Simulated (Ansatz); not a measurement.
## Run report: C, geometry relaxation (part 2 of 2)

The same run, continued: C (P6/mmm, 1 atom in the cell); DFT, PBE, PAW with Ansatz's default frozen-core files, scalar-relativistic, no spin polarisation (Ansatz 0.2.0); cutoff 420 eV, 24×24×22 k-mesh, Fermi–Dirac smearing of 0.1 eV. The structure was built on a prototype by a generator; it need not be a known phase. It belongs to a series of runs on one base structure; here: cell relaxed at zero pressure.

Geometry of the input (Å; fractional positions):
```
2.0250  0.0000  0.0000
-1.0125  1.7537  0.0000
0.0000  0.0000  1.9035
C  0.0000  0.0000  0.0000
```

### The program's output, continued
```
SCF iter   1: F=—  HF=-247.996304 eV  |F-HF|=—  |Δ(HF+E_count)|=         —  Δρ=6.14e-4  dr2=2.57e-6  ethr=6.52e-8  ⟨swp⟩=2.0  Hψ=46128  notcnv=0
preconditioner: auto → none  [metal: Δε(μ)=0.012 eV  Ē_g=24.925 eV  σ=0.100 eV  W_gap=0.03  n_scr=0 (ndim 8)  ℏωp=31.2 eV  f_vac=0.000  D(μ)=0.23/eV (n_scr^D=0)]
SCF iter   2: F=—  HF=-247.996310 eV  |F-HF|=—  |Δ(HF+E_count)|=   6.28e-6  Δρ=3.08e-4  dr2=6.04e-7  ethr=6.42e-8  ⟨swp⟩=1.0  Hψ=4394  notcnv=0
SCF iter   3: F=—  HF=-247.996312 eV  |F-HF|=—  |Δ(HF+E_count)|=   1.59e-6  Δρ=1.19e-5  dr2=1.06e-9  ethr=1.51e-8  ⟨swp⟩=2.0  Hψ=5831  notcnv=0
SCF iter   4: F=-247.996312 eV  HF=-247.996312 eV  |F-HF|=6.03e-12  |Δ(HF+E_count)|=   2.39e-9  Δρ=7.82e-7  dr2=8.36e-12  ethr=1.00e-12  ⟨swp⟩=3.0  Hψ=15457  notcnv=0
SCF 9 converged in 4 iterations: F = -247.996312 eV  dr2 = 8.36e-12
relax step   9: F+E_penalty+E_count = -247.99631157 eV  Δ(F+E_penalty+E_count) = +1.721e-3 eV  max|allowed force component| = 0.000e0 eV/Å  Δτ_max = 0.0000 Å  P = -0.210 GPa  Ω = 5.658 Å³  stress off target by 5.65e-1 GPa  SCF on the basis re-selected at this cell (its energy is not comparable with the rows above)  (4 SCF iters)
basis re-selected at this cell: Δ(F+E_penalty+E_count) = +1.721e-3 eV, ΔP = -0.209 GPa vs the last step (what re-selecting the basis moved, of the pressure what is left beyond the Pulay correction that the steps carried, after the strain that the cell walked since its last selection, with what the two solves' SCF thresholds leave and, on support functions, any second-order correction that the steps lacked; it is no measure of the basis error at this ecutwfc). The dense FFT grid was sized anew with the basis: this SCF ran on 15×15×12 points, the steps before it on 15×15×15, so part of this shift can come from that change (see relax.cell in the input reference). This SCF's stress stands 5.65e-1 GPa from its target on what of the cell is left free (relax.cell.stress_tol is 5.00e-2 GPa) and its largest allowed force component is 0.00e0 eV/Å (relax.f_tol is 5.00e-3 eV/Å): not within both, so this SCF does not close the relaxation
Crystal: 1 atoms, lattice volume = 5.656 Å³
iter 1 solved again at ethr=1.02e-8 eV; its pass at ethr=3.10e-3 eV (dr2=4.09e-7 eV) is discarded
SCF iter   1: F=—  HF=-247.996326 eV  |F-HF|=—  |Δ(HF+E_count)|=         —  Δρ=1.14e-4  dr2=4.49e-7  ethr=1.02e-8  ⟨swp⟩=2.3  Hψ=40676  notcnv=0
preconditioner: auto → none  [metal: Δε(μ)=0.007 eV  Ē_g=24.932 eV  σ=0.100 eV  W_gap=0.02  n_scr=0 (ndim 8)  ℏωp=31.2 eV  f_vac=0.000  D(μ)=0.22/eV (n_scr^D=0)]
SCF iter   2: F=-247.996328 eV  HF=-247.996328 eV  |F-HF|=2.58e-8  |Δ(HF+E_count)|=   2.12e-6  Δρ=4.33e-5  dr2=6.24e-8  ethr=2.50e-9  ⟨swp⟩=4.9  Hψ=16795  notcnv=0
SCF 10 converged in 2 iterations: F = -247.996328 eV  dr2 = 6.24e-8
relax step  10: F+E_penalty+E_count = -247.99632773 eV  Δ(F+E_penalty+E_count) = -1.616e-5 eV  max|allowed force component| = 0.000e0 eV/Å  Δτ_max = 0.0000 Å  P = -0.009 GPa  Ω = 5.656 Å³  energy of the carried Pulay correction = +1.077e-5 eV  (2 SCF iters, dr2 threshold 1.00e-7 eV, accepted)
Crystal: 1 atoms, lattice volume = 5.657 Å³
iter 1 solved again at ethr=2.77e-9 eV; its pass at ethr=3.10e-3 eV (dr2=1.11e-7 eV) is discarded
SCF iter   1: F=—  HF=-247.996324 eV  |F-HF|=—  |Δ(HF+E_count)|=         —  Δρ=6.34e-5  dr2=1.23e-7  ethr=2.77e-9  ⟨swp⟩=2.3  Hψ=40629  notcnv=0
preconditioner: auto → none  [metal: Δε(μ)=0.004 eV  Ē_g=24.931 eV  σ=0.100 eV  W_gap=0.01  n_scr=0 (ndim 8)  ℏωp=31.2 eV  f_vac=0.000  D(μ)=0.22/eV (n_scr^D=0)]
SCF iter   2: F=-247.996327 eV  HF=-247.996327 eV  |F-HF|=3.56e-9  |Δ(HF+E_count)|=   2.24e-6  Δρ=2.59e-5  dr2=1.87e-8  ethr=8.84e-10  ⟨swp⟩=4.7  Hψ=16352  notcnv=0
SCF 11 converged in 2 iterations: F = -247.996327 eV  dr2 = 1.87e-8
relax step  11: F+E_penalty+E_count = -247.99632668 eV  Δ(F+E_penalty+E_count) = +1.043e-6 eV  max|allowed force component| = 0.000e0 eV/Å  Δτ_max = 0.0000 Å  P = +0.006 GPa  Ω = 5.657 Å³  energy of the carried Pulay correction = +9.115e-6 eV  (2 SCF iters, dr2 threshold 3.53e-8 eV, accepted)
iter 1 solved again at ethr=2.41e-8 eV; its pass at ethr=3.10e-3 eV (dr2=9.63e-7 eV) is discarded
SCF iter   1: F=—  HF=-247.996319 eV  |F-HF|=—  |Δ(HF+E_count)|=         —  Δρ=2.60e-5  dr2=1.91e-8  ethr=2.41e-8  ⟨swp⟩=2.2  Hψ=46496  notcnv=0
SCF iter   2: F=—  HF=-247.996321 eV  |F-HF|=—  |Δ(HF+E_count)|=   2.26e-6  Δρ=1.10e-5  dr2=3.10e-9  ethr=4.77e-10  ⟨swp⟩=1.0  Hψ=4424  notcnv=0
SCF iter   3: F=-247.996321 eV  HF=-247.996321 eV  |F-HF|=2.24e-11  |Δ(HF+E_count)|=  2.51e-10  Δρ=7.99e-7  dr2=8.36e-12  ethr=1.00e-12  ⟨swp⟩=3.6  Hψ=15480  notcnv=0
SCF 12 converged in 3 iterations: F = -247.996321 eV  dr2 = 8.36e-12
relax step  12: F+E_penalty+E_count = -247.99632114 eV  Δ(F+E_penalty+E_count) = +5.541e-6 eV  max|allowed force component| = 0.000e0 eV/Å  Δτ_max = 0.0000 Å  P = +0.006 GPa  Ω = 5.657 Å³  stress off target by 2.31e-2 GPa  SCF on the basis re-selected at this cell (its energy is not comparable with the rows above)  (3 SCF iters)
```

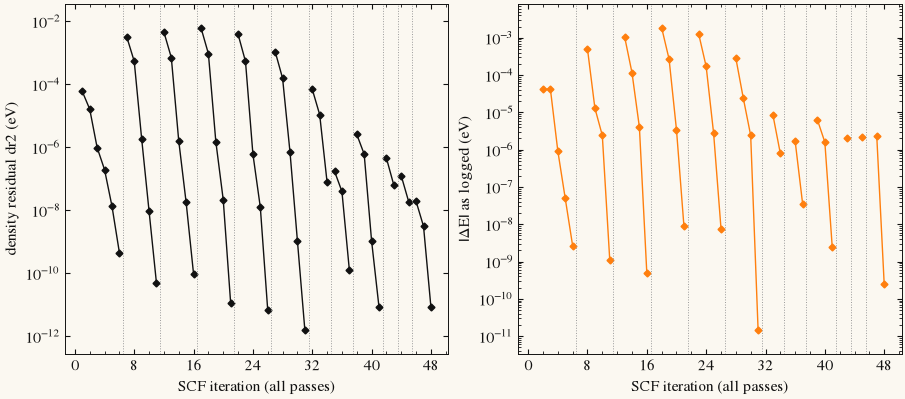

*Convergence of the self-consistent field: density residual dr2 and size of the energy change against the SCF iteration. The dotted lines part the SCF passes of the relaxation: geometry steps, rejected trials and re-solves on a re-selected basis.*

The 12 passes take 2 to 6 iterations each, 48 in all.

```
basis re-selected at this cell: Δ(F+E_penalty+E_count) = +5.541e-6 eV, ΔP = -0.001 GPa vs the last step (what re-selecting the basis moved, of the pressure what is left beyond the Pulay correction that the steps carried, after the strain that the cell walked since its last selection, with what the two solves' SCF thresholds leave and, on support functions, any second-order correction that the steps lacked; it is no measure of the basis error at this ecutwfc). This SCF's stress stands 2.31e-2 GPa from its target on what of the cell is left free (relax.cell.stress_tol is 5.00e-2 GPa) and its largest allowed force component is 0.00e0 eV/Å (relax.f_tol is 5.00e-3 eV/Å): within both
SCF converged after 3 iterations
Free energy (F): -247.996321 eV
Harris-Foulkes:  -247.996321 eV  (|F-HF|=2.24e-11)
Internal energy: -247.988970 eV  (E = F + TS)
E sigma→0 (E₀):  -247.992645 eV
Entropy (-TS):   -0.007352 eV (-7.352 meV/atom)
Fermi energy:    14.200863 eV
--- Per-component energies (eV) ---
  E_band       = 22.199721
  E_kinetic    = 86.977465
  E_local      = -39.180219  (includes V_loc(G=0)·N_el)
  E_nonlocal   = 26.906440
  E_hartree    = 6.123269
  E_xc         = -47.667892
  E_vxc        = -59.153086  (∫ρ·V_xc dr)
  E_paw        = -98.381938  (= ΣΔE_a)
  E_vpaw       = -5.597426  (= ΣTr[D̂ρ^β])
  E_aug_tail   = 0.000005  (compensation charges beyond the density's cutoff)
  E_ewald      = -182.766100
  E_smearing   = -0.007352  (= −TS)
  E_closure    = 0.000000  (closes the sum)
  Σ components = -247.996321   (vs F -247.996321, Δ=0.00e0)
--- Forces (eV/Å), atoms counted from 1 ---
  atom   1  C     -0.00000000    -0.00000000     0.00000000
  max |Σ_I F_I| component: 3.85e-34 eV/Å
--- Stress (GPa, compression-positive) ---
        0.020318       0.000000       0.000000
        0.000000       0.020318       0.000000
        0.000000       0.000000      -0.023094
  P = ⅓ Tr σ = 0.0058 GPa (0.058 kbar)
--- Band table (eV; the first three rows and the last of 732) ---
  k-point 0: bands = ["-7.7184", "20.5175", "20.5175", "31.7171", "39.3906", "42.9660"]
  k-point 1: bands = ["-7.6179", "20.6056", "20.6056", "30.7268", "40.0607", "43.0886"]
  k-point 2: bands = ["-7.3171", "20.8662", "20.8662", "28.4653", "41.3362", "43.4557"]
  k-point 731: bands = ["8.1449", "15.5114", "15.5114", "18.8977", "28.8355", "28.8355"]
--- Relaxed structure (10 steps of the walk, 10 accepted, 2 SCFs on fresh bases) ---
  F+E_penalty+E_count = -247.99632114 eV   max|allowed force component| = 0.000e0 eV/Å   (the final SCF, on the basis selected at the relaxed cell)
  cell:  # Å, volume = 5.6567 Å³
    - [2.041075171539783, -3.3341797025065735e-33, -2.8876797423456987e-33]
    - [-1.0205375857698915, 1.7676229495871325, -5.464510261965204e-18]
    - [-2.6497899350868413e-33, -5.931280565176168e-18, 1.5678823433718956]
  atoms:
    - { symbol: C, position: [0.0, 0.0, 0.0] }
```

### File rho_z.tsv
```
# z_ang	rho[e/angstrom^3]
# format = ansatz-planar-average/11
# lattice	2.041075172	-0.000000000	-0.000000000
# lattice	-1.020537586	1.767622950	-0.000000000
# lattice	-0.000000000	-0.000000000	1.567882343
# sites	1
# site	6	0.000000000	0.000000000	0.000000000
0.000000	8.689978e-1
0.130657	8.521214e-1
0.261314	7.991777e-1
0.391971	7.151572e-1
0.522627	6.234780e-1
0.653284	5.541047e-1
0.783941	5.284575e-1
0.914598	5.541047e-1
1.045255	6.234780e-1
1.175912	7.151572e-1
1.306569	7.991777e-1
1.437225	8.521214e-1
```

### File v_z.tsv
```
# z_ang	v_es[eV]	v_tot[eV]
# format = ansatz-planar-average/11
# xc	pbe
# density_cutoff_ev	1680
# datasets	C=:simpson_from_first_knot:soft
# lattice	2.041075172	-0.000000000	-0.000000000
# lattice	-1.020537586	1.767622950	-0.000000000
# lattice	-0.000000000	-0.000000000	1.567882343
# sites	1
# site	6	0.000000000	0.000000000	0.000000000
0.000000	-7.614357e0	-2.273121e1
0.130657	-6.189938e0	-2.115243e1
0.261314	-2.455776e0	-1.697351e1
0.391971	2.406352e0	-1.146574e1
0.522627	7.091520e0	-6.040620e0
0.653284	1.019832e1	-2.369478e0
0.783941	1.115026e1	-1.237921e0
0.914598	1.019832e1	-2.369478e0
1.045255	7.091520e0	-6.040620e0
1.175912	2.406352e0	-1.146574e1
1.306569	-2.455776e0	-1.697351e1
1.437225	-6.189938e0	-2.115243e1
```

### Trajectory as extended XYZ (Å, eV, eV/Å), 12 frames, from step=1 to step=12
```
1
Lattice="2.0250 0.0000 0.0000 -1.0125 1.7537 0.0000 0.0000 0.0000 1.9035" Properties=species:S:1:pos:R:3:forces:R:3 step=1 energy=-247.51873 pressure_GPa=-38.63
C     0.0000    0.0000    0.0000    0.0000   0.0000   0.0000
1
Lattice="2.0072 0.0000 0.0000 -1.0036 1.7383 0.0000 0.0000 0.0000 1.8107" Properties=species:S:1:pos:R:3:forces:R:3 step=2 energy=-247.69906 pressure_GPa=-34.29
C     0.0000    0.0000    0.0000    0.0000   0.0000   0.0000
1
Lattice="1.9992 0.0000 0.0000 -0.9996 1.7314 0.0000 0.0000 0.0000 1.7187" Properties=species:S:1:pos:R:3:forces:R:3 step=3 energy=-247.85705 pressure_GPa=-26.74
C     0.0000    0.0000    0.0000    0.0000   0.0000   0.0000
1
Lattice="2.0130 0.0000 0.0000 -1.0065 1.7433 0.0000 0.0000 0.0000 1.6236" Properties=species:S:1:pos:R:3:forces:R:3 step=4 energy=-247.98891 pressure_GPa=-10.53
C     0.0000    0.0000    0.0000    0.0000   0.0000   0.0000
1
Lattice="2.0226 0.0000 0.0000 -1.0113 1.7516 0.0000 0.0000 0.0000 1.5598" Properties=species:S:1:pos:R:3:forces:R:3 step=5 energy=-247.99527 pressure_GPa=8.48
C     0.0000    0.0000    0.0000    0.0000   0.0000   0.0000
1
Lattice="2.0551 0.0000 0.0000 -1.0276 1.7798 0.0000 0.0000 0.0000 1.5665" Properties=species:S:1:pos:R:3:forces:R:3 step=6 energy=-247.99684 pressure_GPa=-2.94
C     0.0000    0.0000    0.0000    0.0000   0.0000   0.0000
1
Lattice="2.0408 0.0000 0.0000 -1.0204 1.7674 0.0000 0.0000 0.0000 1.5689" Properties=species:S:1:pos:R:3:forces:R:3 step=7 energy=-247.99803 pressure_GPa=-0.08
C     0.0000    0.0000    0.0000    0.0000   0.0000   0.0000
1
Lattice="2.0406 0.0000 0.0000 -1.0203 1.7672 0.0000 0.0000 0.0000 1.5688" Properties=species:S:1:pos:R:3:forces:R:3 step=8 energy=-247.99803 pressure_GPa=-0.00
C     0.0000    0.0000    0.0000    0.0000   0.0000   0.0000
1
Lattice="2.0406 0.0000 0.0000 -1.0203 1.7672 0.0000 0.0000 0.0000 1.5688" Properties=species:S:1:pos:R:3:forces:R:3 step=9 energy=-247.99631 pressure_GPa=-0.21
C     0.0000    0.0000    0.0000    0.0000   0.0000   0.0000
1
Lattice="2.0408 0.0000 0.0000 -1.0204 1.7674 0.0000 0.0000 0.0000 1.5681" Properties=species:S:1:pos:R:3:forces:R:3 step=10 energy=-247.99633 pressure_GPa=-0.01
C     0.0000    0.0000    0.0000    0.0000   0.0000   0.0000
1
Lattice="2.0411 0.0000 0.0000 -1.0205 1.7676 0.0000 0.0000 0.0000 1.5679" Properties=species:S:1:pos:R:3:forces:R:3 step=11 energy=-247.99633 pressure_GPa=0.01
C     0.0000    0.0000    0.0000    0.0000   0.0000   0.0000
1
Lattice="2.0411 0.0000 0.0000 -1.0205 1.7676 0.0000 0.0000 0.0000 1.5679" Properties=species:S:1:pos:R:3:forces:R:3 step=12 energy=-247.99632 pressure_GPa=0.01
C     0.0000    0.0000    0.0000    0.0000   0.0000   0.0000
```

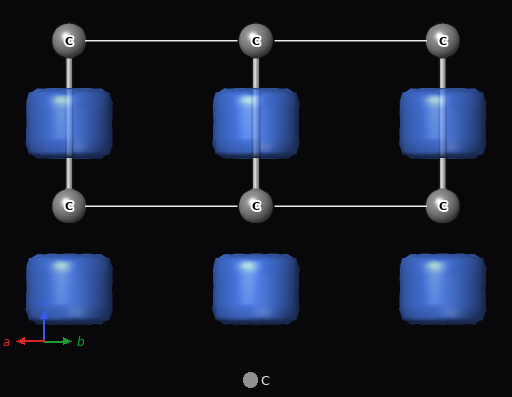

*Isosurface of the ELF at 0.75 (blue), seen along [110]. Only the valence region is drawn (cores and ρ < 0.01 e/Å³ removed). Sticks mark near contacts. The outline is the cell set on symmetry axes.*

Along the contacts the grid gives the following. In a PAW calculation such maps are meaningful between the atoms, not at the nuclei.

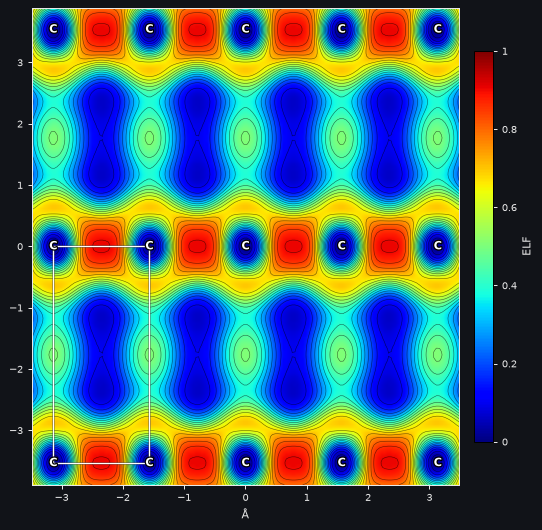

*Electron localisation function on the (110) plane of the conventional cell.*

Atoms in the plane: C. C–C (1.57 Å): the ELF peaks at about 0.90 between the atoms (localised, shared-pair bonding).

### Summary

| quantity | value |
| --- | --- |
| outcome | converged |
| space group (tolerance 0.01 Å) | P6/mmm (191) |
| electrons treated | 4 |
| free energy | −247.9963 eV |
| Fermi energy | 14.201 eV |
| pressure | 0.01 GPa |
| final volume | 5.66 Å³ |
| largest force (length of the vector) at the end | under 0.001 eV/Å |
| final cell | a = 2.041 Å, b = 2.041 Å, c = 1.568 Å, α = 90.00°, β = 90.00°, γ = 120.00° |
| wall time | 22 s |
| peak memory | 0.38 GiB |
